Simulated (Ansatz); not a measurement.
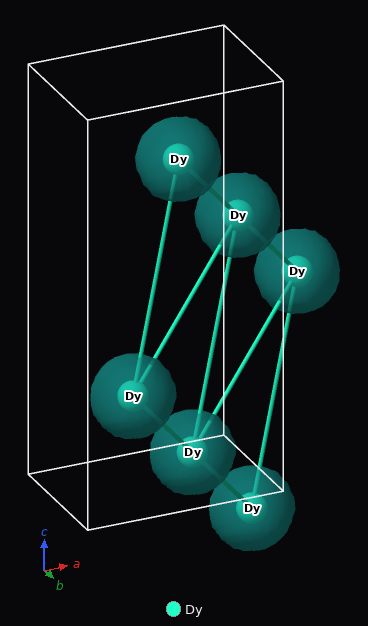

Figure 1: Dy. Isosurface of the spin density at +1.5 e/Å³ (teal), seen at an oblique angle. Sticks mark near contacts.

Space group P6₃/mmc; computed pressure about 3 GPa in this cell; the SCF solution may not be the lowest one; no Hubbard U on the f states and no spin–orbit coupling; the program warned that a lower state may break the symmetry and an open shell was started evenly filled; spin-polarised.

Method: Kohn-Sham DFT of a periodic cell, PBE, Ansatz PAW (Ansatz).

In a PAW calculation such maps are meaningful between the atoms, not at the nuclei.

Where is the spin, and how is it ordered?

The spin density sits on Dy: +4.6 μB (×2) in one cell of 2 atoms: parallel main moments (a ferromagnetic arrangement) in this solution. The cell of the calculation (2 atoms) carries 9.4 μB of net spin moment.
